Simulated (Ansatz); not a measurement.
# Cr in W(100), 2x2: scattering by a point defect, part 2 of 3

Aim: the resistance that Cr in W(100), 2x2 adds to the host.

Ansatz 0.2.0; Ansatz plane-wave DFT, PBE, PAW files, collinear spin; ballistic transport by layer matching (Landauer), zero bias; PAW set soft_1 (the session's first sound run).

So far: Starting point; Transmission at ideal sites.

**2. Transmission at ideal sites (continued)**

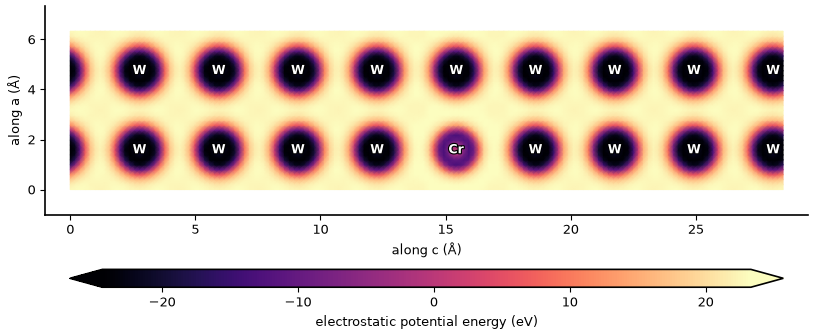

Electrostatic potential energy in the ca plane at fractional y = 0.250, with atoms of W and Cr within 0.2 Å of it. With pseudopotentials it is smooth inside the atoms' cores, unlike the true potential.

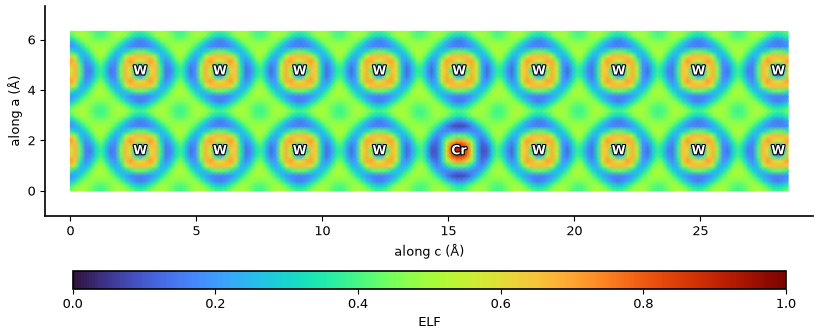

ELF in the ca plane at fractional y = 0.250, with atoms of W and Cr within 0.2 Å of it. It is the smooth field of the valence electrons, not physical close to the nuclei.

Nearest the Fermi level spin up passes 4.81 of 5.03 channels of the lower lead and spin down 4.81 of 5.03.

**3. Resistance at ideal sites**

This step: Ansatz plane-wave DFT, PBE, PAW files, collinear spin; ballistic transport by layer matching (Landauer), zero bias; area resistance of the defect plane and resistivity an atomic per cent; PAW set soft_1 (Ansatz 0.2.0).

Numbers from this step:

| Property | Result |
| --- | --- |
| area resistance | 0.03491 fΩ m² |
| T over the leads' mean channel count | 0.9666 |
| spin asymmetry γ | -1.01e-5 (R down - R up) / (R down + R up) |
| resistivity per at.% scaled from this dense plane, with the factor 3/4 for isotropic scattering | 0.6618 µΩ cm |

Averaged over the energies near the Fermi level, 96.7 % of the channels pass, which makes 0.0349 fΩ m².

By hand, with means over the energies near the Fermi level: RA per spin = A (h/e²)(1/T − ½[1/N₁ + 1/N₂]); spin up: 40.06×10⁻²⁰ m² × 25 813 Ω × (1/4.944 − ½[1/5.115 + 1/5.115]) = 0.0698 fΩ m²; spin down: 40.06×10⁻²⁰ m² × 25 813 Ω × (1/4.944 − ½[1/5.115 + 1/5.115]) = 0.0698 fΩ m². The spins conduct in parallel, so 1/RA = 1/0.0698 + 1/0.0698 and RA = 0.0349 fΩ m²; γ = (0.0698 − 0.0698)/(0.0698 + 0.0698) = 0.

**4. Relaxing the neighbours**

The neighbours of the defect are let go while the lead's layers stay on their sites, since a lead must repeat to 0.01 Å.

This step: Ansatz plane-wave DFT, PBE, PAW files, collinear spin; relaxation with the lead's layers held; PAW set soft_1 (Ansatz 0.2.0).

The input, input.yaml:

```yaml
crystal:
  lattice:
    - [6.3296, 0.0, 0.0]
    - [0.0, 6.3296, 0.0]
    - [0.0, 0.0, 28.4832]
  atoms:
    - { symbol: W, position: [0.0, 0.0, 0.0277777778] }
    - { symbol: W, position: [0.0, 0.5, 0.0277777778] }
    - { symbol: W, position: [0.5, 0.0, 0.0277777778] }
    - { symbol: W, position: [0.5, 0.5, 0.0277777778] }
    - { symbol: W, position: [0.25, 0.25, 0.0833333333] }
    - { symbol: W, position: [0.25, 0.75, 0.0833333333] }
    - { symbol: W, position: [0.75, 0.25, 0.0833333333] }
    - { symbol: W, position: [0.75, 0.75, 0.0833333333] }
    - { symbol: W, position: [0.0, 0.0, 0.1388888889] }
    - { symbol: W, position: [0.0, 0.5, 0.1388888889] }
    - { symbol: W, position: [0.5, 0.0, 0.1388888889] }
    - { symbol: W, position: [0.5, 0.5, 0.1388888889] }
    - { symbol: W, position: [0.25, 0.25, 0.1944444444] }
    - { symbol: W, position: [0.25, 0.75, 0.1944444444] }
    - { symbol: W, position: [0.75, 0.25, 0.1944444444] }
    - { symbol: W, position: [0.75, 0.75, 0.1944444444] }
    - { symbol: W, position: [0.0, 0.0, 0.25] }
    - { symbol: W, position: [0.0, 0.5, 0.25] }
    - { symbol: W, position: [0.5, 0.0, 0.25] }
    - { symbol: W, position: [0.5, 0.5, 0.25] }
    - { symbol: W, position: [0.25, 0.25, 0.3055555556] }
    - { symbol: W, position: [0.25, 0.75, 0.3055555556] }
    - { symbol: W, position: [0.75, 0.25, 0.3055555556] }
    - { symbol: W, position: [0.75, 0.75, 0.3055555556] }
    - { symbol: W, position: [0.0, 0.0, 0.3611111111] }
    - { symbol: W, position: [0.0, 0.5, 0.3611111111] }
    - { symbol: W, position: [0.5, 0.0, 0.3611111111] }
    - { symbol: W, position: [0.5, 0.5, 0.3611111111] }
    - { symbol: W, position: [0.25, 0.25, 0.4166666667] }
    - { symbol: W, position: [0.25, 0.75, 0.4166666667] }
    - { symbol: W, position: [0.75, 0.25, 0.4166666667] }
    - { symbol: W, position: [0.75, 0.75, 0.4166666667] }
    - { symbol: W, position: [0.0, 0.0, 0.4722222222] }
    - { symbol: W, position: [0.0, 0.5, 0.4722222222] }
    - { symbol: W, position: [0.5, 0.0, 0.4722222222] }
    - { symbol: W, position: [0.5, 0.5, 0.4722222222] }
    - { symbol: Cr, position: [0.25, 0.25, 0.5277777778], spin: 2.5 }
    - { symbol: W, position: [0.25, 0.75, 0.5277777778] }
    - { symbol: W, position: [0.75, 0.25, 0.5277777778] }
    - { symbol: W, position: [0.75, 0.75, 0.5277777778] }
    - { symbol: W, position: [0.0, 0.0, 0.5833333333] }
    - { symbol: W, position: [0.0, 0.5, 0.5833333333] }
    - { symbol: W, position: [0.5, 0.0, 0.5833333333] }
    - { symbol: W, position: [0.5, 0.5, 0.5833333333] }
    - { symbol: W, position: [0.25, 0.25, 0.6388888889] }
    - { symbol: W, position: [0.25, 0.75, 0.6388888889] }
    - { symbol: W, position: [0.75, 0.25, 0.6388888889] }
    - { symbol: W, position: [0.75, 0.75, 0.6388888889] }
    - { symbol: W, position: [0.0, 0.0, 0.6944444444] }
    - { symbol: W, position: [0.0, 0.5, 0.6944444444] }
    - { symbol: W, position: [0.5, 0.0, 0.6944444444] }
    - { symbol: W, position: [0.5, 0.5, 0.6944444444] }
    - { symbol: W, position: [0.25, 0.25, 0.75] }
    - { symbol: W, position: [0.25, 0.75, 0.75] }
    - { symbol: W, position: [0.75, 0.25, 0.75] }
    - { symbol: W, position: [0.75, 0.75, 0.75] }
    - { symbol: W, position: [0.0, 0.0, 0.8055555556] }
    - { symbol: W, position: [0.0, 0.5, 0.8055555556] }
    - { symbol: W, position: [0.5, 0.0, 0.8055555556] }
    - { symbol: W, position: [0.5, 0.5, 0.8055555556] }
    - { symbol: W, position: [0.25, 0.25, 0.8611111111] }
    - { symbol: W, position: [0.25, 0.75, 0.8611111111] }
    - { symbol: W, position: [0.75, 0.25, 0.8611111111] }
    - { symbol: W, position: [0.75, 0.75, 0.8611111111] }
    - { symbol: W, position: [0.0, 0.0, 0.9166666667] }
    - { symbol: W, position: [0.0, 0.5, 0.9166666667] }
    - { symbol: W, position: [0.5, 0.0, 0.9166666667] }
    - { symbol: W, position: [0.5, 0.5, 0.9166666667] }
    - { symbol: W, position: [0.25, 0.25, 0.9722222222] }
    - { symbol: W, position: [0.25, 0.75, 0.9722222222] }
    - { symbol: W, position: [0.75, 0.25, 0.9722222222] }
    - { symbol: W, position: [0.75, 0.75, 0.9722222222] }
magnetization:
  spin_polarized: true
kpoints:
  mp_grid: { grid: [4, 4, 1] }
hamiltonian:
  xc: pbe
  pseudopotentials: { kind: paw, azcp: { folder: soft_1 } }
scf:
  occupations: { method: fermi_dirac, width: 0.1 }
relax:
  f_tol: 0.03
  max_steps: 40
  constraints:
    - { sites: [0, 1, 2, 3, 4, 5, 6, 7, 8, 9, 10, 11, 12, 13, 14, 15, 16, 17, 18, 19, 52, 53, 54, 55, 56, 57, 58, 59, 60, 61, 62, 63, 64, 65, 66, 67, 68, 69, 70, 71] }
```

Launch:

```console
> ansatz run input.yaml --threads 4 --pin off --max-ram 15360MiB --backend cpu --events-out ev --progress --plain --runs-dir out
```

Numbers of over 12 decimals in the logs are rounded to 6 here.

What it wrote:

```text
Warning: crystal.symmetry: narrowed to the stabiliser of the relax constraints — unitary ops 16 → 8; lowered at sites 20, 21, 22, 23, 52, 53, 54, 55 (the operations that carried what is held of a site onto what its image site leaves free; the constrained walk keeps no symmetry that its constraints do not admit)
[...]
Crystal: 72 atoms, lattice volume = 1141.146 Å³
Basis set: ecut = 420 eV, 22299 PW (Γ), exchange–correlation on 90×90×384 points (8 copies of the dense FFT grid, shifted against one another)
Bands: 607, of which v1, the nominal top of the filled ones, is band 504 counted from 1 (503 counted from 0)
Symmetry: 8 space group operations
k-points: 6 of 16
[...]
Starting moments: Σ|m| = 2.5 μB on 1 of 72 sites
[...]
SCF iter   1: F=—  HF=-740795.017901 eV  |F-HF|=—  |Δ(HF+E_count)|=         —  Δρ=3.32e-2 (↑3.30e-2 ↓3.32e-2)  dr2=2.54e2  dr2_m=4.29e-2  M=2.337 μB ∫|m|=2.790 μB  β_m=0.30  ethr=3.10e-3  ⟨swp⟩=5.2  Hψ=24725  notcnv=0
[...]
SCF iter  15: F=-740777.964998 eV  HF=-740777.965002 eV  |F-HF|=4.81e-6  |Δ(HF+E_count)|=   2.73e-7  Δρ=7.60e-6 (↑7.41e-6 ↓7.60e-6)  dr2=4.89e-6  dr2_m=1.26e-8  M=0.000 μB ∫|m|=0.002 μB  ethr=2.25e-10  ⟨swp⟩=1.0  Hψ=20042  notcnv=0
[...]
SCF 1 converged in 15 iterations: F = -740777.964998 eV  dr2 = 4.89e-6
[...]
relax step   1: F+E_penalty+E_count = -740777.96499757 eV  Δ(F+E_penalty+E_count) = +0.000e0 eV  max|allowed force component| = 3.100e-1 eV/Å  Δτ_max = 0.0000 Å  (15 SCF iters, dr2 threshold 2.25e-5 eV, accepted)
[...]
Starting moments: Σ|m| = 2.5 μB on 1 of 72 sites; this step starts from the density that it was given
[...]
iter 1 solved again at ethr=4.07e-4 eV; its pass at ethr=3.10e-3 eV (dr2=4.10e0 eV) is discarded
[...]
SCF iter  11: F=-740777.225933 eV  HF=-740777.225933 eV  |F-HF|=1.76e-7  |Δ(HF+E_count)|=   2.35e-8  Δρ=1.20e-6 (↑1.20e-6 ↓1.19e-6)  dr2=1.95e-7  dr2_m=4.39e-11  M=0.000 μB ∫|m|=0.000 μB  ethr=3.39e-10  ⟨swp⟩=1.0  Hψ=20056  notcnv=0
the starting moments were not kept: the SCF closed with an absolute magnetisation of 2.0e-5 μB, where they sum to 2.5 μB in size (1 site). That is at most 0.1 of that sum. Measured as dr2_m measures the in/out step, that magnetisation stands 2.6e-11 eV from none, at or under the dr2_threshold of 6.0e-6 eV: it is no larger than a step whose dr2_m would equal this threshold.
SCF 2 converged in 11 iterations: F = -740777.225933 eV  dr2 = 1.95e-7
relax step   2: F+E_penalty+E_count = -740777.22593288 eV  Δ(F+E_penalty+E_count) = +7.391e-1 eV  max|allowed force component| = 1.174e0 eV/Å  Δτ_max = 0.1293 Å  (11 SCF iters, dr2 threshold 6.01e-6 eV, rejected (line search))
SCF iter   1: F=—  HF=-740778.134348 eV  |F-HF|=—  |Δ(HF+E_count)|=         —  Δρ=3.52e-3 (↑3.52e-3 ↓3.51e-3)  dr2=2.92e0  dr2_m=3.00e-3  M=-0.000 μB ∫|m|=0.006 μB  β_m=0.30  ethr=2.52e-3  ⟨swp⟩=5.2  Hψ=14665  notcnv=0  defer=5
[...]
SCF iter  14: F=-740778.031176 eV  HF=-740778.031176 eV  |F-HF|=8.03e-9  |Δ(HF+E_count)|=   5.01e-9  Δρ=2.64e-7 (↑2.60e-7 ↓2.64e-7)  dr2=8.28e-9  dr2_m=2.28e-13  M=-0.000 μB ∫|m|=0.000 μB  ethr=3.31e-12  ⟨swp⟩=1.0  Hψ=15697  notcnv=0
[...]
SCF 3 converged in 14 iterations: F = -740778.031176 eV  dr2 = 8.28e-9
relax step   3: F+E_penalty+E_count = -740778.03117624 eV  Δ(F+E_penalty+E_count) = -6.618e-2 eV  max|allowed force component| = 8.621e-2 eV/Å  Δτ_max = 0.0331 Å  (14 SCF iters, accepted)
SCF iter   1: F=—  HF=-740778.032037 eV  |F-HF|=—  |Δ(HF+E_count)|=         —  Δρ=1.15e-4 (↑1.15e-4 ↓1.15e-4)  dr2=9.83e-4  dr2_m=2.35e-7  M=-0.000 μB ∫|m|=0.000 μB  β_m=0.65  ethr=3.14e-6  ⟨swp⟩=3.9  Hψ=11624  notcnv=0  defer=8
[...]
SCF iter  11: F=-740778.032393 eV  HF=-740778.032393 eV  |F-HF|=3.84e-9  |Δ(HF+E_count)|=   3.49e-9  Δρ=1.84e-7 (↑1.84e-7 ↓1.84e-7)  dr2=3.99e-9  dr2_m=2.82e-14  M=-0.000 μB ∫|m|=0.000 μB  ethr=1.00e-12  ⟨swp⟩=1.0  Hψ=20052  notcnv=0
[...]
SCF 4 converged in 11 iterations: F = -740778.032393 eV  dr2 = 3.99e-9
relax step   4: F+E_penalty+E_count = -740778.03239313 eV  Δ(F+E_penalty+E_count) = -1.217e-3 eV  max|allowed force component| = 2.228e-2 eV/Å  Δτ_max = 0.0050 Å  (11 SCF iters, accepted)
SCF converged after 11 iterations
Magnetization: -0.0000 μB (504.0000 up, 504.0000 down)
Absolute magnetization: 0.0000 μB (∫|ρ↑−ρ↓|, with the PAW one-centre terms)
[...]
Per-site moments (μB) at R_I (Å): [(1.8131447418231497e-9, 1.130579), (1.8131446211583117e-9, 1.130579), (1.8131446407298465e-9, 1.130579), (1.8131446615672474e-9, 1.130579), (-6.726558450960577e-10, 1.130579), (-6.679137539019382e-10, 1.130579), (-6.679136639262539e-10, 1.130579), (-3.821161833965808e-10, 1.130579), (-3.8063088511390434e-10, 1.130579), (-3.806309410449883e-10, 1.130579), (-3.806308918957217e-10, 1.1 [...]
Free energy (F): -740778.032393 eV
[...]
Internal energy: -740776.774211 eV  (E = F + TS)
E sigma→0 (E₀):  -740777.403302 eV
Entropy (-TS):   -1.258182 eV (-17.475 meV/atom)
Fermi energy:    22.301370 eV
[...]
--- Forces (eV/Å), atoms counted from 1 ---
  atom   1  W      0.00300760     0.00300760    -0.00043347
  atom   2  W      0.00300760    -0.00300760    -0.00043347
  atom   3  W     -0.00300760     0.00300760    -0.00043347
  atom   4  W     -0.00300760    -0.00300760    -0.00043347
  atom   5  W      0.00000000     0.00000000    -0.01077962
  atom   6  W     -0.00000000     0.00000000    -0.01038295
  atom   7  W      0.00000000     0.00000000    -0.01038295
  atom   8  W     -0.00000000     0.00000000    -0.00006629
  atom   9  W      0.00103263     0.00103263     0.00867185
  atom  10  W      0.00103263    -0.00103263     0.00867185
  atom  11  W     -0.00103263     0.00103263     0.00867185
  atom  12  W     -0.00103263    -0.00103263     0.00867185
  atom  13  W     -0.00000000     0.00000000     0.00980446
  atom  14  W     -0.00000000     0.00000000     0.01753292
  atom  15  W      0.00000000     0.00000000     0.01753292
  atom  16  W     -0.00000000     0.00000000     0.02282440
  atom  17  W     -0.00371128    -0.00371128     0.11150020
  atom  18  W     -0.00371128     0.00371128     0.11150020
  atom  19  W      0.00371128    -0.00371128     0.11150020
  atom  20  W      0.00371128     0.00371128     0.11150020
  atom  21  W      0.00000000     0.00000000     0.00939044
  atom  22  W      0.00000000     0.00000000     0.00009627
  atom  23  W      0.00000000     0.00000000     0.00009627
  atom  24  W     -0.00000000     0.00000000    -0.00754963
  atom  25  W     -0.00575509    -0.00575509     0.00083055
  atom  26  W     -0.00575509     0.00575509     0.00083055
  atom  27  W      0.00575509    -0.00575509     0.00083055
  atom  28  W      0.00575509     0.00575509     0.00083055
  atom  29  W     -0.00000000     0.00000000     0.00947892
  atom  30  W     -0.00000000     0.00000000    -0.00341610
  atom  31  W     -0.00000000     0.00000000    -0.00341610
  atom  32  W     -0.00000000     0.00000000    -0.02164315
  atom  33  W      0.00152309     0.00152309    -0.00174605
  atom  34  W      0.00152309    -0.00152309    -0.00174605
  atom  35  W     -0.00152309     0.00152309    -0.00174605
  atom  36  W     -0.00152309    -0.00152309    -0.00174605
  atom  37  Cr    -0.00000000     0.00000000    -0.00013300
  atom  38  W     -0.00000000     0.00000000     0.00077932
  atom  39  W     -0.00000000     0.00000000     0.00077932
  atom  40  W      0.00000000     0.00000000     0.00270252
[...]
atom  61  W      0.00000000     0.00000000     0.02254927
  atom  62  W      0.00000000     0.00000000     0.01049292
  atom  63  W      0.00000000     0.00000000     0.01049292
  atom  64  W     -0.00000000     0.00000000     0.00582387
  atom  65  W      0.00107945     0.00107945    -0.01004441
  atom  66  W      0.00107945    -0.00107945    -0.01004441
  atom  67  W     -0.00107945     0.00107945    -0.01004441
  atom  68  W     -0.00107945    -0.00107945    -0.01004441
  atom  69  W      0.00000000     0.00000000     0.01248617
  atom  70  W     -0.00000000     0.00000000     0.01136595
  atom  71  W     -0.00000000     0.00000000     0.01136595
  atom  72  W      0.00000000     0.00000000     0.00188194
  max |Σ_I F_I| component: 1.18e-7 eV/Å
--- Relaxed structure (4 steps of the walk, 3 accepted, 0 SCFs on fresh bases) ---
  F+E_penalty+E_count = -740778.03239313 eV   max|allowed force component| = 2.228e-2 eV/Å
  atoms:
    - { symbol: W, position: [0.0, 0.0, 0.027778] }
    - { symbol: W, position: [0.0, 0.5, 0.027778] }
    - { symbol: W, position: [0.5, 0.0, 0.027778] }
    - { symbol: W, position: [0.5, 0.5, 0.027778] }
    - { symbol: W, position: [0.25, 0.25, 0.083333] }
    - { symbol: W, position: [0.25, 0.75, 0.083333] }
    - { symbol: W, position: [0.75, 0.25, 0.083333] }
    - { symbol: W, position: [0.75, 0.75, 0.083333] }
    - { symbol: W, position: [0.0, 0.0, 0.138889] }
    - { symbol: W, position: [0.0, 0.5, 0.138889] }
    - { symbol: W, position: [0.5, 0.0, 0.138889] }
    - { symbol: W, position: [0.5, 0.5, 0.138889] }
    - { symbol: W, position: [0.25, 0.25, 0.194444] }
    - { symbol: W, position: [0.25, 0.75, 0.194444] }
    - { symbol: W, position: [0.75, 0.25, 0.194444] }
    - { symbol: W, position: [0.75, 0.75, 0.194444] }
    - { symbol: W, position: [0.0, 0.0, 0.250000] }
    - { symbol: W, position: [0.0, 0.5, 0.250000] }
    - { symbol: W, position: [0.5, 0.0, 0.250000] }
    - { symbol: W, position: [0.5, 0.5, 0.250000] }
    - { symbol: W, position: [0.25, 0.25, 0.305856] }
    - { symbol: W, position: [0.25, 0.75, 0.305797] }
    - { symbol: W, position: [0.75, 0.25, 0.305797] }
    - { symbol: W, position: [0.75, 0.75, 0.305811] }
    - { symbol: W, position: [6.0377658486852274e-6, 6.0377658486852274e-6, 0.361596] }
    - { symbol: W, position: [6.0377658486852274e-6, 0.499994, 0.361596] }
    - { symbol: W, position: [0.499994, 6.0377658486852274e-6, 0.361596] }
    - { symbol: W, position: [0.499994, 0.499994, 0.361596] }
    - { symbol: W, position: [0.25, 0.25, 0.417453] }
    - { symbol: W, position: [0.25, 0.75, 0.417316] }
    - { symbol: W, position: [0.75, 0.25, 0.417316] }
    - { symbol: W, position: [0.75, 0.75, 0.417401] }
    - { symbol: W, position: [0.00206463, 0.00206463, 0.473063] }
    - { symbol: W, position: [0.00206463, 0.497935, 0.473063] }
    - { symbol: W, position: [0.497935, 0.00206463, 0.473063] }
    - { symbol: W, position: [0.497935, 0.497935, 0.473063] }
    - { symbol: Cr, position: [0.25, 0.25, 0.527882] }
    - { symbol: W, position: [0.25, 0.75, 0.527877] }
    - { symbol: W, position: [0.75, 0.25, 0.527877] }
    - { symbol: W, position: [0.75, 0.75, 0.527874] }
    - { symbol: W, position: [0.00205047, 0.00205047, 0.582690] }
[...]
- { symbol: W, position: [0.25, 0.25, 0.861111] }
    - { symbol: W, position: [0.25, 0.75, 0.861111] }
    - { symbol: W, position: [0.75, 0.25, 0.861111] }
    - { symbol: W, position: [0.75, 0.75, 0.861111] }
    - { symbol: W, position: [0.0, 0.0, 0.916667] }
    - { symbol: W, position: [0.0, 0.5, 0.916667] }
    - { symbol: W, position: [0.5, 0.0, 0.916667] }
    - { symbol: W, position: [0.5, 0.5, 0.916667] }
    - { symbol: W, position: [0.25, 0.25, 0.972222] }
    - { symbol: W, position: [0.25, 0.75, 0.972222] }
    - { symbol: W, position: [0.75, 0.25, 0.972222] }
    - { symbol: W, position: [0.75, 0.75, 0.972222] }
```

Wall time 50 min (4 threads of Arm Neoverse V1, shared host); peak memory 8.7 GiB; 3.3 h of CPU time.

Relaxation path:

| step | energy less that of the first step (eV) | largest force component (eV/Å) |
| --- | --- | --- |
| 1 | 0.0000 | 0.3100 |
| 2 | 0.7391 | 1.1738 |
| 3 | -0.0662 | 0.0862 |
| 4 | -0.0674 | 0.0223 |

Relaxation step 2 was tried and not accepted.

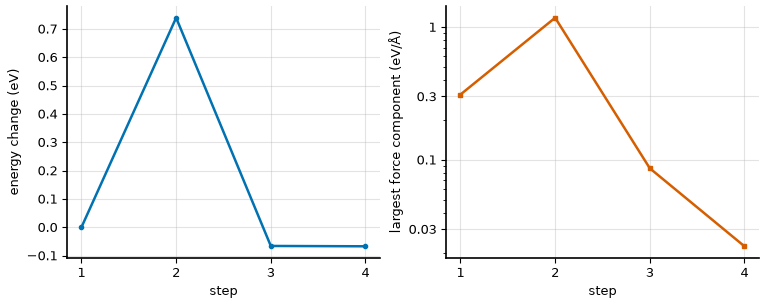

Energy and largest force along the relaxation.

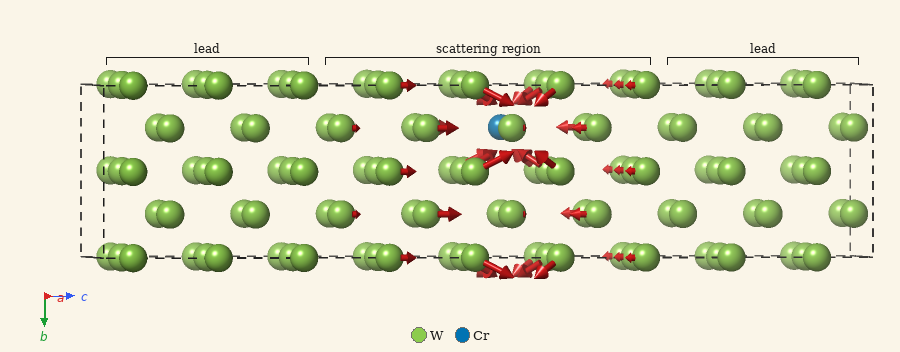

Displacements in the relaxation, exaggerated; the longest in the cell stands for 0.03 Å. Some periodic images of atoms are drawn too.

The atoms that moved most (Å):

| atom | dx | dy | dz | length |
| --- | --- | --- | --- | --- |
| W36 | -0.013 | -0.013 | 0.024 | 0.030 |
| W34 | 0.013 | -0.013 | 0.024 | 0.030 |
| W35 | -0.013 | 0.013 | 0.024 | 0.030 |
| W33 | 0.013 | 0.013 | 0.024 | 0.030 |
| W44 | -0.013 | -0.013 | -0.018 | 0.026 |
| W43 | -0.013 | 0.013 | -0.018 | 0.026 |
| W42 | 0.013 | -0.013 | -0.018 | 0.026 |
| W41 | 0.013 | 0.013 | -0.018 | 0.026 |

Numbers from this step:

| Property | Result |
| --- | --- |
| free energy | -740778.0324 eV |
| energy at zero smearing | -740777.4033 eV |

The largest force component on a free atom ends at 0.022 eV/Å, under the tolerance of 0.03, after 4 steps.

(Continued in part 3 of 3.)

[Logs are printed without paths, hosts, clocks, repeated set-up lines and the standing remarks that a program may print on its own settings, such as how far it seeks lower states.]

[Hosts, paths, dates, database ids (printed as entryN), source tags and the programs' standing remarks are cut or masked in the printed files.]
